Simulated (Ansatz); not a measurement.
Geometry relaxation of Si (part 1 of 2)

System: Si (3 atoms in the cell).
Method: DFT PBE, scalar-relativistic, plane waves, PAW, no spin polarisation (Ansatz 0.2.0).

The structure was made by swapping elements on the sites of another compound; it need not be a known phase. It belongs to a series of runs on one base structure; here: Ti -> Si on all its sites, cell and atoms relaxed. Figures and captions count atoms from 1; the log counts them from 0 in places.

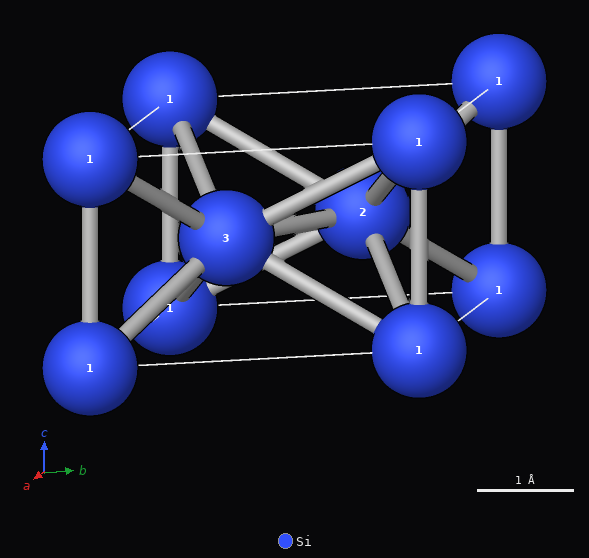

Fig. 1: The input geometry (ball-and-stick view of the cell of the calculation, seen slightly off an axis; atoms are numbered from 1 in the order of the input).

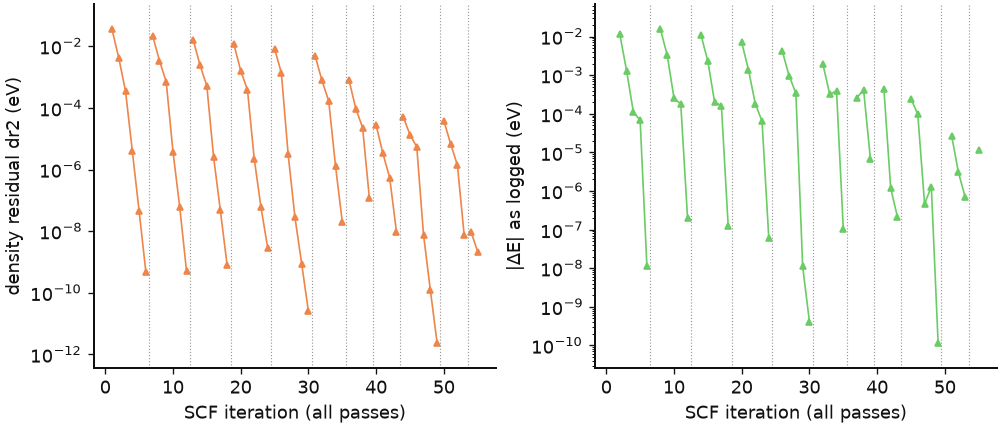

Fig. 2: Convergence of the self-consistent field: density residual dr2 and size of the energy change against the SCF iteration. The dotted lines part the SCF passes of the relaxation: geometry steps, rejected trials and re-solves on a re-selected basis. The 11 passes take 2 to 6 iterations each, 55 in all.

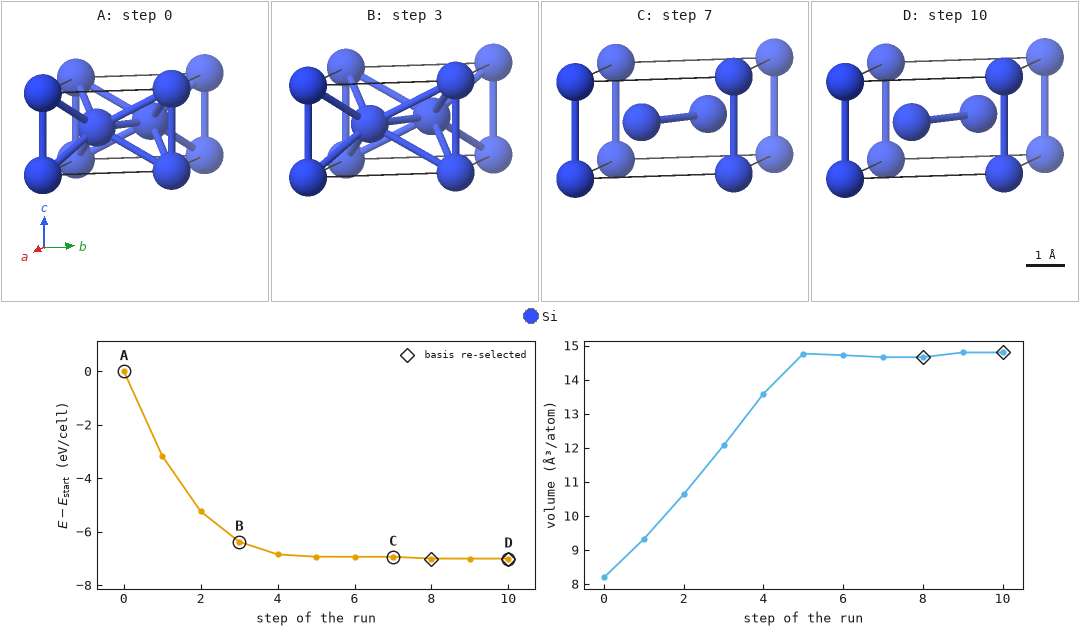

Fig. 3: Frames of the relaxation (ball-and-stick view of the cell of the calculation, seen slightly off an axis) above the curves, on which the letters mark them (the first geometry is step 0 here and step 1 in the log).

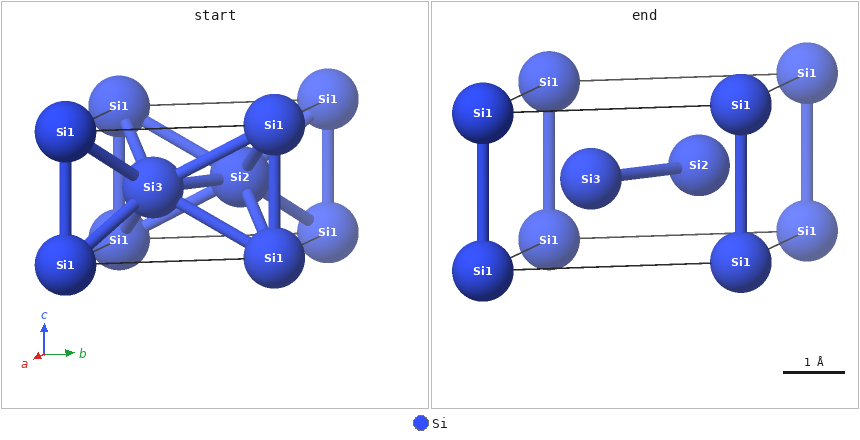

Fig. 4: Before (left) and after (right) the relaxation, at one scale (ball-and-stick view of the cell of the calculation, seen slightly off an axis). No atom moves by more than 0.005 Å relative to the cell. Cell: a = b 3.580 → 4.423 Å (+23.6 %), c 2.214 → 2.620 Å (+18.3 %). Volume +80.6 %. Among the contacts that change: Si1–Si2 2.345 → 2.870 Å, Si2–Si3 2.067 → 2.554 Å, Si1–Si1 2.214 → 2.620 Å. The space group stays P6/mmm (No. 191). Over 8 geometry steps the energy falls by 7.008 eV per cell of the calculation. All forces vanish by symmetry, so only the cell relaxes. The pressure goes from 190.02 to −0.03 GPa. 1 further SCF at an unchanged geometry re-selected the plane-wave basis for the new cell. The energy change given includes the shifts at the re-selections in mid-walk, which come without any move. A last SCF at the same geometry on a re-selected plane-wave basis shifts the energy by −0.1 meV per cell of the calculation. (Atoms are counted from 1 in the order of the input.)

The input and output of the run follow.

## Input
```yaml
crystal:
  lattice:
    - [3.5802656344, 0.0, 0.0]
    - [-1.7901328172, 3.1006009917, 0.0]
    - [0.0, 0.0, 2.2141827761]
  atoms:
    - { symbol: Si, position: [0.0, 0.0, 0.0] }
    - { symbol: Si, position: [0.3333333333, 0.6666666667, 0.5] }
    - { symbol: Si, position: [0.6666666667, 0.3333333333, 0.5] }
basis:
  ecutwfc: 420
kpoints:
  mp_grid: { grid: [6, 6, 8] }
hamiltonian:
  xc: pbe
scf:
  occupations: { method: gaussian, width: 0.1 }
output:
  forces: true
  stress: true
  eigenvalues: true
relax:
  adjacent_minimum: "off"
  f_tol: 0.05
  max_steps: 60
  cell: { stress_tol: 0.5 }
```

Launched with:
```bash
ansatz run input.yaml --threads 1 --pin off --max-ram 2560MiB --backend cpu --events-out ev --progress --plain --runs-dir out
```

## Output
```
Engine: ansatz 0.2.0, x86_64-unknown-linux-gnu
Pseudopotentials: kind: paw
Pseudopotential: Si, paw, valence charge 4, recommended cutoff 420 eV (normal), Si.paw.azcp
Functional definition: PBE
  parameter kappa = 0.804
  parameter beta = 0.06672455060314922
  exchange = pbe_x(kappa = kappa, mu = beta*pi^2/3)
  correlation = pbe_c(beta = beta)
Crystal: 3 atoms, lattice volume = 24.580 Å³
Basis set: ecut = 420 eV, 481 PW (Γ), exchange–correlation on 48×48×30 points (8 copies of the dense FFT grid, shifted against one another)
Bands: 10, of which v1, the nominal top of the filled ones, is band 6 counted from 1 (5 counted from 0)
Symmetry: 24 space group operations
Space group: P6/mmm (ITA 191), of the structure as read, at distance tolerance 2.9e-5 Å
k-points: 35 of 288
Non-local potential: Si, projectors of the file, l = 0: 2, l = 1: 2, l = 2: 2
PAW form: soft (Blöchl's): semilocal exchange-correlation on the pseudo side does not see the compensation charge
PAW one-centre angular grid: Si, 110 points (default); XC on 64 Gauss nodes
Initial density: superposition of atomic densities (neutral atoms: chi_scale 0, normalization atom), corrected by the library's trained network
Initial wavefunctions: pseudopotential atomic-orbital guess
Functional: x = pbe(κ = 0.804, μ = 0.2195149727645171), c = pbe(β = 0.06672455060314922)
SCF iter   1: F=—  HF=-1898.960034 eV  |F-HF|=—  |Δ(HF+E_count)|=         —  Δρ=1.26e-2  dr2=3.49e-2  ethr=1.77e-3  ⟨swp⟩=6.7  Hψ=2833  notcnv=0
preconditioner: auto → none  [insulator: Δε(μ)=0.167 eV  Ē_g=12.742 eV  σ=0.100 eV  W_gap=0.69  n_scr=6 (ndim 8)  ℏωp=25.9 eV  f_vac=0.000  D(μ)=0.47/eV (n_scr^D=0)  ε∞_Penn≈5.1]
SCF iter   2: F=—  HF=-1898.948642 eV  |F-HF|=—  |Δ(HF+E_count)|=   1.14e-2  Δρ=5.00e-3  dr2=4.12e-3  ethr=2.90e-4  ⟨swp⟩=1.3  Hψ=645  notcnv=0
SCF iter   3: F=—  HF=-1898.947340 eV  |F-HF|=—  |Δ(HF+E_count)|=   1.30e-3  Δρ=1.23e-3  dr2=3.43e-4  ethr=3.43e-5  ⟨swp⟩=2.1  Hψ=528  notcnv=0
SCF iter   4: F=—  HF=-1898.947229 eV  |F-HF|=—  |Δ(HF+E_count)|=   1.11e-4  Δρ=1.85e-4  dr2=3.91e-6  ethr=2.86e-6  ⟨swp⟩=2.5  Hψ=536  notcnv=0
SCF iter   5: F=—  HF=-1898.947161 eV  |F-HF|=—  |Δ(HF+E_count)|=   6.78e-5  Δρ=2.13e-5  dr2=4.48e-8  ethr=3.26e-8  ⟨swp⟩=2.1  Hψ=553  notcnv=0
SCF iter   6: F=-1898.947161 eV  HF=-1898.947161 eV  |F-HF|=2.00e-10  |Δ(HF+E_count)|=   1.14e-8  Δρ=2.34e-6  dr2=4.65e-10  ethr=3.74e-10  ⟨swp⟩=3.2  Hψ=1475  notcnv=0
SCF 1 converged in 6 iterations: F = -1898.947161 eV  dr2 = 4.65e-10
  greatest PAW one-centre occupation: 0.721 electrons in one spin orbital (limit 2), on the Si atom at site 2 (counted from 0), in its partial waves of l = 0
relax step   1: F+E_penalty+E_count = -1898.94716140 eV  Δ(F+E_penalty+E_count) = +0.000e0 eV  max|allowed force component| = 1.480e-16 eV/Å  Δτ_max = 0.0000 Å  P = +190.023 GPa  Ω = 24.580 Å³  (6 SCF iters, dr2 threshold 1.00e-7 eV, accepted)
Crystal: 3 atoms, lattice volume = 27.960 Å³
Basis set: ecut = 420 eV, 547 PW (Γ), exchange–correlation on 48×48×30 points (8 copies of the dense FFT grid, shifted against one another)
Initial density: handed on by an earlier stage of this run
Initial wavefunctions: those handed on with the density
iter 1 solved again at ethr=1.83e-4 eV; its pass at ethr=3.10e-3 eV (dr2=2.19e-2 eV) is discarded
SCF iter   1: F=—  HF=-1902.137707 eV  |F-HF|=—  |Δ(HF+E_count)|=         —  Δρ=9.60e-3  dr2=2.19e-2  ethr=1.83e-4  ⟨swp⟩=1.0  Hψ=2905  notcnv=0
preconditioner: auto → none  [metal: Δε(μ)=0.055 eV  Ē_g=11.786 eV  σ=0.100 eV  W_gap=0.30  n_scr=6 (ndim 8)  ℏωp=24.3 eV  f_vac=0.000  D(μ)=0.73/eV (n_scr^D=6)]
SCF iter   2: F=—  HF=-1902.122478 eV  |F-HF|=—  |Δ(HF+E_count)|=   1.52e-2  Δρ=3.91e-3  dr2=3.42e-3  ethr=1.83e-4  ⟨swp⟩=2.3  Hψ=568  notcnv=0
SCF iter   3: F=—  HF=-1902.119184 eV  |F-HF|=—  |Δ(HF+E_count)|=   3.29e-3  Δρ=1.13e-3  dr2=7.01e-4  ethr=2.85e-5  ⟨swp⟩=2.1  Hψ=552  notcnv=0
SCF iter   4: F=—  HF=-1902.118929 eV  |F-HF|=—  |Δ(HF+E_count)|=   2.55e-4  Δρ=1.40e-4  dr2=3.84e-6  ethr=5.84e-6  ⟨swp⟩=2.3  Hψ=547  notcnv=0
SCF iter   5: F=—  HF=-1902.118752 eV  |F-HF|=—  |Δ(HF+E_count)|=   1.78e-4  Δρ=2.64e-5  dr2=5.98e-8  ethr=2.50e-9  ⟨swp⟩=7.1  Hψ=2201  notcnv=0
SCF iter   6: F=-1902.118752 eV  HF=-1902.118752 eV  |F-HF|=2.88e-10  |Δ(HF+E_count)|=   2.02e-7  Δρ=2.22e-6  dr2=5.11e-10  ethr=4.98e-10  ⟨swp⟩=2.0  Hψ=1261  notcnv=0
SCF 2 converged in 6 iterations: F = -1902.118752 eV  dr2 = 5.11e-10
  greatest PAW one-centre occupation: 0.694 electrons in one spin orbital (limit 2), on the Si atom at site 2 (counted from 0), in its partial waves of l = 0
relax step   2: F+E_penalty+E_count = -1902.11875170 eV  Δ(F+E_penalty+E_count) = -3.172e0 eV  max|allowed force component| = 1.156e-16 eV/Å  Δτ_max = 0.0000 Å  P = +112.637 GPa  Ω = 27.960 Å³  energy of the carried Pulay correction = -1.601e-3 eV  (6 SCF iters, dr2 threshold 3.00e-7 eV, accepted)
Crystal: 3 atoms, lattice volume = 31.904 Å³
Basis set: ecut = 420 eV, 619 PW (Γ), exchange–correlation on 48×48×30 points (8 copies of the dense FFT grid, shifted against one another)
iter 1 solved again at ethr=1.30e-4 eV; its pass at ethr=3.10e-3 eV (dr2=1.56e-2 eV) is discarded
SCF iter   1: F=—  HF=-1904.205187 eV  |F-HF|=—  |Δ(HF+E_count)|=         —  Δρ=7.19e-3  dr2=1.56e-2  ethr=1.30e-4  ⟨swp⟩=1.0  Hψ=2976  notcnv=0
preconditioner: auto → none  [insulator: Δε(μ)=0.161 eV  Ē_g=10.866 eV  σ=0.100 eV  W_gap=0.69  n_scr=6 (ndim 8)  ℏωp=22.8 eV  f_vac=0.000  D(μ)=0.65/eV (n_scr^D=6)  ε∞_Penn≈5.4]
SCF iter   2: F=—  HF=-1904.194460 eV  |F-HF|=—  |Δ(HF+E_count)|=   1.07e-2  Δρ=2.94e-3  dr2=2.40e-3  ethr=1.30e-4  ⟨swp⟩=2.0  Hψ=540  notcnv=0
SCF iter   3: F=—  HF=-1904.192167 eV  |F-HF|=—  |Δ(HF+E_count)|=   2.29e-3  Δρ=8.76e-4  dr2=5.13e-4  ethr=2.00e-5  ⟨swp⟩=2.3  Hψ=562  notcnv=0
SCF iter   4: F=—  HF=-1904.191968 eV  |F-HF|=—  |Δ(HF+E_count)|=   1.98e-4  Δρ=1.07e-4  dr2=2.51e-6  ethr=4.28e-6  ⟨swp⟩=2.4  Hψ=540  notcnv=0
SCF iter   5: F=—  HF=-1904.191806 eV  |F-HF|=—  |Δ(HF+E_count)|=   1.63e-4  Δρ=2.24e-5  dr2=4.69e-8  ethr=2.50e-9  ⟨swp⟩=6.5  Hψ=2085  notcnv=0
SCF iter   6: F=-1904.191806 eV  HF=-1904.191806 eV  |F-HF|=4.46e-10  |Δ(HF+E_count)|=   1.26e-7  Δρ=1.67e-6  dr2=7.73e-10  ethr=3.91e-10  ⟨swp⟩=2.0  Hψ=1256  notcnv=0
SCF 3 converged in 6 iterations: F = -1904.191806 eV  dr2 = 7.73e-10
  greatest PAW one-centre occupation: 0.676 electrons in one spin orbital (limit 2), on the Si atom at site 2 (counted from 0), in its partial waves of l = 0
relax step   3: F+E_penalty+E_count = -1904.19180563 eV  Δ(F+E_penalty+E_count) = -2.073e0 eV  max|allowed force component| = 6.322e-17 eV/Å  Δτ_max = 0.0000 Å  P = +60.146 GPa  Ω = 31.904 Å³  energy of the carried Pulay correction = -3.220e-3 eV  (6 SCF iters, dr2 threshold 3.00e-7 eV, accepted)
Crystal: 3 atoms, lattice volume = 36.202 Å³
Basis set: ecut = 420 eV, 693 PW (Γ), exchange–correlation on 48×48×30 points (8 copies of the dense FFT grid, shifted against one another)
iter 1 solved again at ethr=9.51e-5 eV; its pass at ethr=3.10e-3 eV (dr2=1.14e-2 eV) is discarded
SCF iter   1: F=—  HF=-1905.332032 eV  |F-HF|=—  |Δ(HF+E_count)|=         —  Δρ=5.37e-3  dr2=1.15e-2  ethr=9.51e-5  ⟨swp⟩=1.0  Hψ=2965  notcnv=0
preconditioner: auto → none  [insulator: Δε(μ)=0.126 eV  Ē_g=10.033 eV  σ=0.100 eV  W_gap=0.58  n_scr=6 (ndim 8)  ℏωp=21.4 eV  f_vac=0.000  D(μ)=1.38/eV (n_scr^D=8)  ε∞_Penn≈5.5]
SCF iter   2: F=—  HF=-1905.324985 eV  |F-HF|=—  |Δ(HF+E_count)|=   7.05e-3  Δρ=2.12e-3  dr2=1.61e-3  ethr=9.51e-5  ⟨swp⟩=2.5  Hψ=550  notcnv=0
SCF iter   3: F=—  HF=-1905.323616 eV  |F-HF|=—  |Δ(HF+E_count)|=   1.37e-3  Δρ=7.54e-4  dr2=3.84e-4  ethr=1.34e-5  ⟨swp⟩=2.3  Hψ=547  notcnv=0
SCF iter   4: F=—  HF=-1905.323433 eV  |F-HF|=—  |Δ(HF+E_count)|=   1.83e-4  Δρ=9.60e-5  dr2=2.23e-6  ethr=3.20e-6  ⟨swp⟩=2.4  Hψ=544  notcnv=0
SCF iter   5: F=—  HF=-1905.323497 eV  |F-HF|=—  |Δ(HF+E_count)|=   6.41e-5  Δρ=1.85e-5  dr2=5.88e-8  ethr=2.50e-9  ⟨swp⟩=6.6  Hψ=2152  notcnv=0
SCF iter   6: F=-1905.323497 eV  HF=-1905.323497 eV  |F-HF|=2.04e-9  |Δ(HF+E_count)|=   6.02e-8  Δρ=2.11e-6  dr2=2.76e-9  ethr=4.90e-10  ⟨swp⟩=2.0  Hψ=1261  notcnv=0
SCF 4 converged in 6 iterations: F = -1905.323497 eV  dr2 = 2.76e-9
  greatest PAW one-centre occupation: 0.681 electrons in one spin orbital (limit 2), on the Si atom at site 0 (counted from 0), in its partial waves of l = 0
relax step   4: F+E_penalty+E_count = -1905.32349666 eV  Δ(F+E_penalty+E_count) = -1.132e0 eV  max|allowed force component| = 3.701e-17 eV/Å  Δτ_max = 0.0000 Å  P = +27.276 GPa  Ω = 36.202 Å³  energy of the carried Pulay correction = -4.751e-3 eV  (6 SCF iters, dr2 threshold 3.00e-7 eV, accepted)
Crystal: 3 atoms, lattice volume = 40.754 Å³
Basis set: ecut = 420 eV, 795 PW (Γ), exchange–correlation on 48×48×30 points (8 copies of the dense FFT grid, shifted against one another)
iter 1 solved again at ethr=6.76e-5 eV; its pass at ethr=3.10e-3 eV (dr2=8.11e-3 eV) is discarded
SCF iter   1: F=—  HF=-1905.804150 eV  |F-HF|=—  |Δ(HF+E_count)|=         —  Δρ=4.19e-3  dr2=8.26e-3  ethr=6.76e-5  ⟨swp⟩=1.1  Hψ=2963  notcnv=0
preconditioner: auto → none  [metal: Δε(μ)=0.039 eV  Ē_g=9.289 eV  σ=0.100 eV  W_gap=0.22  n_scr=6 (ndim 8)  ℏωp=20.1 eV  f_vac=0.000  D(μ)=2.15/eV (n_scr^D=26)]
SCF iter   2: F=—  HF=-1905.799995 eV  |F-HF|=—  |Δ(HF+E_count)|=   4.16e-3  Δρ=1.79e-3  dr2=1.39e-3  ethr=6.76e-5  ⟨swp⟩=1.0  Hψ=357  notcnv=0
SCF iter   3: F=—  HF=-1905.799040 eV  |F-HF|=—  |Δ(HF+E_count)|=   9.55e-4  Δρ=1.09e-4  dr2=3.23e-6  ethr=1.16e-5  ⟨swp⟩=2.6  Hψ=566  notcnv=0
SCF iter   4: F=—  HF=-1905.799382 eV  |F-HF|=—  |Δ(HF+E_count)|=   3.42e-4  Δρ=1.19e-5  dr2=2.93e-8  ethr=2.50e-9  ⟨swp⟩=4.3  Hψ=2119  notcnv=0
iter 5 did not close the SCF: its close was put off for the readings that it lacked (scf_convergence_deferred on its scf_iter line)
SCF iter   5: F=-1905.799382 eV  HF=-1905.799382 eV  |F-HF|=3.12e-10  |Δ(HF+E_count)|=   1.11e-8  Δρ=2.10e-6  dr2=8.89e-10  ethr=2.44e-10  ⟨swp⟩=2.4  Hψ=566  notcnv=0
SCF iter   6: F=-1905.799382 eV  HF=-1905.799382 eV  |F-HF|=1.02e-11  |Δ(HF+E_count)|=  4.12e-10  Δρ=2.52e-7  dr2=2.52e-11  ethr=7.41e-12  ⟨swp⟩=1.0  Hψ=1059  notcnv=0
SCF 5 converged in 6 iterations: F = -1905.799382 eV  dr2 = 2.52e-11
  greatest PAW one-centre occupation: 0.692 electrons in one spin orbital (limit 2), on the Si atom at site 0 (counted from 0), in its partial waves of l = 0
relax step   5: F+E_penalty+E_count = -1905.79938184 eV  Δ(F+E_penalty+E_count) = -4.759e-1 eV  max|allowed force component| = 1.234e-17 eV/Å  Δτ_max = 0.0000 Å  P = +8.078 GPa  Ω = 40.754 Å³  energy of the carried Pulay correction = -6.156e-3 eV  (6 SCF iters, dr2 threshold 3.00e-7 eV, accepted)
Crystal: 3 atoms, lattice volume = 44.289 Å³
Basis set: ecut = 420 eV, 903 PW (Γ), exchange–correlation on 48×48×30 points (8 copies of the dense FFT grid, shifted against one another)
iter 1 solved again at ethr=3.92e-5 eV; its pass at ethr=3.10e-3 eV (dr2=4.71e-3 eV) is discarded
```
